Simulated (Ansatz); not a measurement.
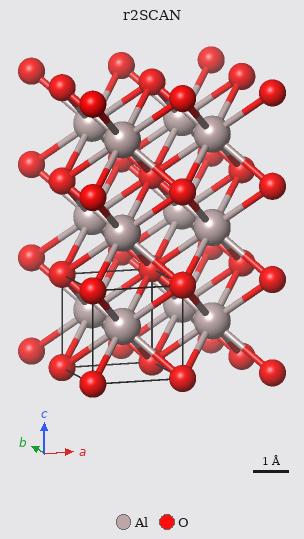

Solid AlO (a generated structure, set up in Pm-3m), relaxed (cell and atoms) with several functionals. The picture shows the result with r2SCAN. A ball-and-stick model of the cell of the calculation, repeated 2 × 2 × 3 with one cell outlined, seen slightly off an axis.

Computed with Ansatz 0.2.0: Ansatz PAW. Settings: plane-wave cutoff 420 eV; k-point mesh 10 × 10 × 10; occupations fermi-dirac; smearing width 0.05 eV; no spin polarisation; cell and atoms relaxed; force threshold 0.01 eV/Å.

```tsv
functional	volume (Å³/atom)	a (Å)
r2SCAN	10.320	2.743
PBEsol	10.279	2.739
PBE	?	?
LDA	9.969	2.712
```

One row is withheld. What does the calculation give there?

With PBE the volume is the largest of the series, above r2SCAN (10.320). The calculation gives 10.618 Å³/atom (a = 2.769 Å). In order of volume: LDA < PBEsol < r2SCAN < PBE; the spread is 6.5 %.

Each member starts from this one structure; whether another phase lies lower wasn't checked.
